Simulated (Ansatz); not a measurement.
# TiB2: LAPW beside PAW, part 2 of 2

Aim: solve TiB2 at one geometry with all-electron LAPW, PAW on the default files and all-electron PAW on datasets made for the crystal, and see where they agree.

Ansatz 0.2.0; DFT PBEsol; a Materials Project cell. «Crystal datasets» are all-electron PAW datasets made for this crystal. The steps go on from the part before.

## (3) PAW on the default files

input.yaml reads:

```yaml
crystal:
  lattice:
    - [3.0259273119, 0.0, 0.0]
    - [-1.5129636559, 2.6205299221, 0.0]
    - [0.0, 0.0, 3.22876771]
  atoms:
    - { symbol: Ti, position: [0.0, 0.0, 0.0] }
    - { symbol: B, position: [0.3333333333, 0.6666666667, 0.5] }
    - { symbol: B, position: [0.6666666667, 0.3333333333, 0.5] }
kpoints:
  mp_grid: { grid: [12, 12, 10] }
  band_path:
    path:
      - [0.0, 0.0, 0.0]
      - [0.5, 0.0, 0.0]
      - [0.3333333333, 0.3333333333, 0.0]
      - [0.0, 0.0, 0.0]
      - [0.0, 0.0, 0.5]
      - [0.5, 0.0, 0.5]
      - [0.3333333333, 0.3333333333, 0.5]
      - [0.0, 0.0, 0.5]
      - [0.5, 0.0, 0.5]
    npoints: 14
scf:
  occupations: { method: fermi_dirac, width: 0.03 }
hamiltonian:
  xc: pbesol
  pseudopotentials: { kind: paw }
output:
  forces: true
  stress: true
  eigenvalues: true
  efg: { contact_densities: true }
  populations: true
  bader: true
  dos: { projected: true, de: 0.2, e_range: [-14, 8] }
  write_density: true
  write_potential: true
  elf: true
  volumetric_format: npy
```

Launch:

```
$ ansatz run input.yaml --threads 1 --pin off --max-ram 4096MiB --backend cpu --events-out ev --progress --plain --runs-dir out
```

Standard output:

```text
Engine: ansatz 0.2.0
Pseudopotentials: kind: paw
Pseudopotential: Ti, paw, valence charge 12, recommended cutoff 420 eV (normal)
Pseudopotential: B, paw, valence charge 3, recommended cutoff 420 eV (normal)
Functional definition: PBEsol
  exchange = pbesol_x
  correlation = pbesol_c
Crystal: 3 atoms, lattice volume = 25.603 Å³
Basis set: ecut = 420 eV, 503 PW (Γ), exchange–correlation on 48×48×48 points (8 copies of the dense FFT grid, shifted against one another)
Bands: 13, of which v1, the nominal top of the filled ones, is band 9 counted from 1 (8 counted from 0)
Symmetry: 24 space group operations
Space group: P6/mmm (ITA 191), of the structure as read, at distance tolerance 2.9e-5 Å
k-points: 114 of 1440
Non-local potential: Ti, projectors of the file, l = 0: 3, l = 1: 2, l = 2: 3, l = 3: 1
Non-local potential: B, projectors of the file, l = 0: 2, l = 1: 2, l = 2: 1
PAW form: soft (Blöchl's): semilocal exchange-correlation on the pseudo side does not see the compensation charge
PAW frozen core: Ti, regenerated for the run's functional, and the local potential with it (the file was generated under x = pbe(κ = 0.804, μ = 0.2195149727645171), c = pbe(β = 0.06672455060314922))
PAW frozen core: B, regenerated for the run's functional, and the local potential with it (the file was generated under x = pbe(κ = 0.804, μ = 0.2195149727645171), c = pbe(β = 0.06672455060314922))
PAW one-centre angular grid: Ti, 590 points (default); XC on 64 Gauss nodes
PAW one-centre angular grid: B, 110 points (default); XC on 64 Gauss nodes
Initial density: superposition of atomic densities (neutral atoms: chi_scale 0, normalization atom), corrected by the library's trained network
Initial wavefunctions: pseudopotential atomic-orbital guess
Functional: x = pbesol(κ = 0.804, μ = 0.12345679012345678), c = pbesol(β = 0.046)
SCF iter   1: F=—  HF=-2782.617980 eV  |F-HF|=—  |Δ(HF+E_count)|=         —  Δρ=6.49e-3  dr2=8.45e-3  ethr=1.77e-3  ⟨swp⟩=4.5  Hψ=6991  notcnv=0
preconditioner: auto → none  [metal: Δε(μ)=0.017 eV  Ē_g=8.123 eV  σ=0.030 eV  W_gap=0.14  n_scr=8 (ndim 8)  ℏωp=23.2 eV  f_vac=0.000  D(μ)=0.63/eV (n_scr^D=2)  sad-step TF]
SCF iter   2: F=—  HF=-2782.615114 eV  |F-HF|=—  |Δ(HF+E_count)|=   2.87e-3  Δρ=3.21e-3  dr2=2.70e-3  ethr=4.69e-5  ⟨swp⟩=2.9  Hψ=3595  notcnv=0
SCF iter   3: F=—  HF=-2782.614074 eV  |F-HF|=—  |Δ(HF+E_count)|=   1.04e-3  Δρ=2.90e-4  dr2=2.18e-5  ethr=1.50e-5  ⟨swp⟩=2.0  Hψ=2512  notcnv=0
SCF iter   4: F=—  HF=-2782.614067 eV  |F-HF|=—  |Δ(HF+E_count)|=   7.04e-6  Δρ=4.70e-5  dr2=4.45e-7  ethr=1.21e-7  ⟨swp⟩=2.8  Hψ=2390  notcnv=0
iter 5 did not close the SCF: its close was put off for the readings that it lacked (scf_convergence_deferred on its scf_iter line)
SCF iter   5: F=-2782.614067 eV  HF=-2782.614067 eV  |F-HF|=2.01e-9  |Δ(HF+E_count)|=   7.83e-8  Δρ=4.47e-6  dr2=4.38e-9  ethr=2.47e-9  ⟨swp⟩=2.6  Hψ=2132  notcnv=0
SCF iter   6: F=-2782.614067 eV  HF=-2782.614067 eV  |F-HF|=1.66e-10  |Δ(HF+E_count)|=  4.69e-10  Δρ=9.74e-7  dr2=2.22e-10  ethr=2.43e-11  ⟨swp⟩=4.2  Hψ=7166  notcnv=0
SCF 1 converged in 6 iterations: F = -2782.614067 eV  dr2 = 2.22e-10
NSCF: frozen V_eff on 113 k-points
SCF converged after 6 iterations
Free energy (F): -2782.614067 eV
Harris-Foulkes:  -2782.614067 eV  (|F-HF|=1.66e-10)
Internal energy: -2782.612378 eV  (E = F + TS)
E sigma→0 (E₀):  -2782.613223 eV
Entropy (-TS):   -0.001689 eV (-0.563 meV/atom)
Fermi energy:    15.123804 eV
--- Per-component energies (eV) ---
  E_band       = -93.291992
  E_kinetic    = 375.719339
  E_local      = -786.914489  (includes V_loc(G=0)·N_el)
  E_nonlocal   = 30.087670
  E_hartree    = 332.851969
  E_xc         = -164.174589
  E_vxc        = -202.348497  (∫ρ·V_xc dr)
  E_paw        = -1173.216455  (= ΣΔE_a)
  E_vpaw       = -175.540213  (= ΣTr[D̂ρ^β])
  E_aug_tail   = 0.000089  (compensation charges beyond the density's cutoff)
  E_ewald      = -1397.134718
  E_core_change = 0.168806  (= ΣΔE_core)
  E_smearing   = -0.001689  (= −TS)
  E_closure    = -0.000000  (closes the sum)
  Σ components = -2782.614067   (vs F -2782.614067, Δ=0.00e0)
--- Forces (eV/Å), atoms counted from 1 ---
  atom   1  Ti    -0.00000000    -0.00000000     0.00000000
  atom   2  B     -0.00000000    -0.00000000     0.00000000
  atom   3  B      0.00000000     0.00000000    -0.00000000
  max |Σ_I F_I| component: 5.55e-17 eV/Å
--- Stress (GPa, compression-positive) ---
       -3.503542       0.000000      -0.000000
        0.000000      -3.503542       0.000000
       -0.000000       0.000000      -6.746398
  P = ⅓ Tr σ = -4.5845 GPa (-45.845 kbar)
--- PAW observables at the nuclei: V_zz in 10²¹ V/m², potentials from the cell's mean, atoms counted from 1 ---
  atom   1  Ti V_zz =    +2.023406   η = 0.0000   by run symmetry: allowed
            electrostatic potential = -2532.811709 V   contact ρ = 56636.572094 e/Å³
  atom   2  B  V_zz =    +0.304271   η = 0.0000   by run symmetry: allowed
            electrostatic potential = -331.449635 V   contact ρ = 481.500606 e/Å³
  atom   3  B  V_zz =    +0.304271   η = 0.0000   by run symmetry: allowed
            electrostatic potential = -331.449635 V   contact ρ = 481.500606 e/Å³
--- Band table (eV; the first three rows and the last of 114) ---
  k-point 0: bands = ["-41.5579", "-18.0240", "-17.7052", "-17.7052", "1.6194", "12.5154", "12.5154", "12.7883", "12.9509", "17.0184", "17.0184", "18.7946", "18.7946"]
  k-point 1: bands = ["-41.5565", "-18.0440", "-17.7036", "-17.7036", "1.7535", "11.5777", "12.6211", "12.6211", "14.0249", "16.6897", "16.6897", "18.5627", "18.5627"]
  k-point 2: bands = ["-41.5527", "-18.0960", "-17.6995", "-17.6995", "2.1353", "10.2293", "12.9339", "12.9339", "15.0278", "16.0445", "16.0445", "17.9349", "17.9349"]
  k-point 113: bands = ["-41.4797", "-18.1195", "-17.9672", "-17.9672", "6.5676", "6.5676", "9.3832", "11.9443", "11.9443", "17.6364", "19.4006", "19.4006", "19.6531"]
--- Löwdin populations: 3 sites ---
  site symbol       q [e]
     0     Ti     11.1500
     1      B      3.4048
     2      B      3.4048
  spilling = 0.002248 (of n_electrons = 18.000000)
--- Bader charges: 3 sites ---
  site symbol  charge [e]  shift [e]
     0     Ti      1.4135     0.0023
     1      B     -0.7070     0.0011
     2      B     -0.7065     0.0011
  estimated error of the sums over rays = 5.5e-4 e
```

Run time: 23 s. Hardware: 1 thread of Arm Neoverse V1, shared host.

Result: pressure -4.58 GPa; no gap; Vzz Ti1 2.02 (η = 0.00), B2 0.30 (η = 0.00) (10²¹ V/m²).

| atom | Bader charge (e) | basin volume (Å³) |
| --- | --- | --- |
| Ti1 | +1.41 | 8.65 |
| B2 | -0.71 | 8.48 |

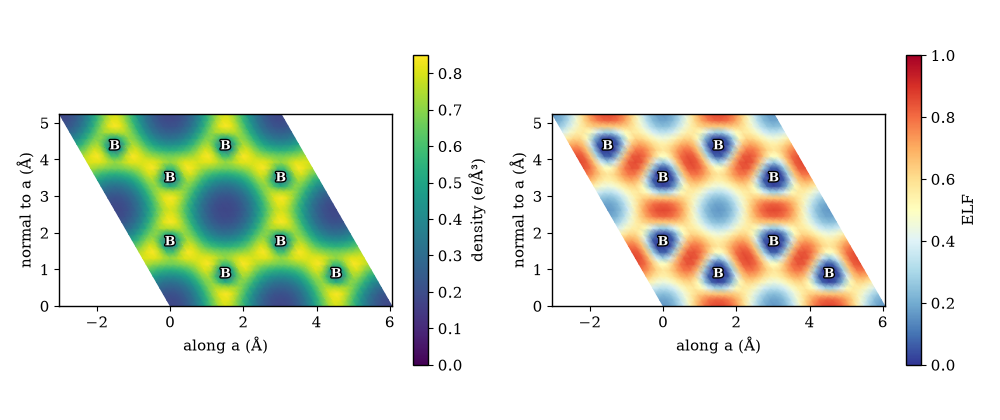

Density (left) and ELF (right) in a lattice plane of the grid's cell (edges 3.03 and 3.03 Å, at 0.500 of the third edge), which holds B. Only atoms in the plane are labelled. Both are smooth fields of the valence electrons: close to the nuclei they are not physical.

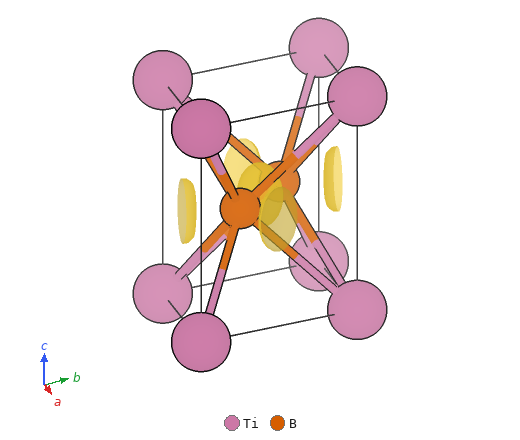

Surface of ELF = 0.80, drawn in one cell.

Outside the cores ELF peaks at 0.86 on the B–B line, 0.9 Å from B.

## (4) All-electron PAW on datasets made for the crystal

input.yaml, as its differences from that of step 3:

```diff
@@ -22,3 +22,3 @@
       - [0.5, 0.0, 0.5]
-    npoints: 14
+    npoints: 8
 scf:
@@ -27,3 +27,3 @@
   xc: pbesol
-  pseudopotentials: { kind: paw }
+  pseudopotentials: { kind: all_electron, datasets: crystal }
 output:
@@ -33,8 +33 @@
   efg: { contact_densities: true }
-  populations: true
-  bader: true
-  dos: { projected: true, de: 0.2, e_range: [-14, 8] }
-  write_density: true
-  write_potential: true
-  elf: true
-  volumetric_format: npy
```

Launch:

```
$ ansatz run input.yaml --threads 1 --pin off --max-ram 4096MiB --backend cpu --events-out ev --progress --plain --runs-dir out
```

Standard output, shortened:

```text
[...]
Pseudopotentials: kind: all_electron
Pseudopotential: Ti, paw, valence charge 12, recommended cutoff 360 eV (normal), Koelling and Harmon's equation, gaussian nucleus
Pseudopotential: B, paw, valence charge 3, recommended cutoff 360 eV (normal), Koelling and Harmon's equation, gaussian nucleus
Functional definition: PBEsol
[...]
Crystal: 3 atoms, lattice volume = 25.603 Å³
Basis set: ecut = 360 eV, 393 PW (Γ), exchange–correlation on 40×40×40 points (8 copies of the dense FFT grid, shifted against one another)
Bands: 9, of which v1, the nominal top of the filled ones, is band 5 counted from 1 (4 counted from 0)
Symmetry: 24 space group operations
Space group: P6/mmm (ITA 191), of the structure as read, at distance tolerance 2.9e-5 Å
k-points: 114 of 1440
[...]
--- Stress (GPa, compression-positive) ---
       -3.554817       0.000000      -0.000000
        0.000000      -3.554817       0.000000
       -0.000000       0.000000      -6.733166
  P = ⅓ Tr σ = -4.6143 GPa (-46.143 kbar)
  It holds what live shells' own plane waves past their cutoff add
--- PAW observables at the nuclei: V_zz in 10²¹ V/m², potentials from the cell's mean, atoms counted from 1 ---
  atom   1  Ti V_zz =    +2.107808   η = 0.0000   by run symmetry: allowed
            electrostatic potential = -2531.336496 V   contact ρ = 56683.551157 e/Å³
  atom   2  B  V_zz =    +0.335192   η = 0.0000   by run symmetry: allowed
            electrostatic potential = -330.685027 V   contact ρ = 481.524132 e/Å³
  atom   3  B  V_zz =    +0.335192   η = 0.0000   by run symmetry: allowed
            electrostatic potential = -330.685027 V   contact ρ = 481.524132 e/Å³
--- Band table (eV; the first three rows and the last of 114) ---
  k-point 0: bands = ["2.0778", "12.9716", "12.9716", "13.2452", "13.4082", "17.4758", "17.4758"]
[...]
```

Run time: 18 s. Hardware: 1 thread of Arm Neoverse V1, shared host.

Read from it: pressure -4.61 GPa; no gap; Vzz Ti1 2.11 (η = 0.00), B2 0.34 (η = 0.00) (10²¹ V/m²).

| atom | contact density (e/Å³) |
| --- | --- |
| Ti1 | 56683.55 |
| B2 | 481.5241 |

## (5) Side by side

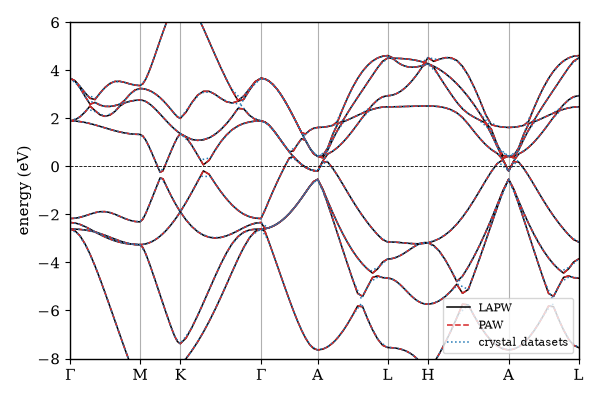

Bands of 3 runs (LAPW; PAW; crystal datasets) drawn together, counted from each run's Fermi level.

```
          method  pressure (GPa)  Vzz Ti1 (10²¹ V/m²)  Vzz B2 (10²¹ V/m²)  SCF cycles, all passes
            LAPW           -4.62                    –                   –                       7
             PAW           -4.58                 2.02                0.30                       6
crystal datasets           -4.61                 2.11                0.34                      10
```

## (6) Results

The summary covers parts 1 to 2.

| quantity | value |
| --- | --- |
| pressure | LAPW -4.62, PAW -4.58, crystal datasets -4.61 GPa |
| gap (LAPW) | none |
| Bader charges (PAW) | Ti1 +1.41, B2 -0.71 e |
| highest ELF (PAW) | 0.86, 0.88 Å from B |

What this shows: At this geometry the cell is under tension of 4.6 GPa, so it would shrink if let go. There is no gap at this level: the crystal is a metal or semimetal here, or the functional closes a real gap. Within 0.3 eV of the Fermi level the largest projected share is Ti 3d (84 %). The projection holds only the free atom's occupied shells (Ti 4s, Ti 3d, B 2s, B 2p in this range). The field gradient at Ti1, the largest by crystal datasets, is 2.02 by PAW and 2.11 by crystal datasets (10²¹ V/m²), within 5 %. PAW lies +0.03 GPa from LAPW in pressure.
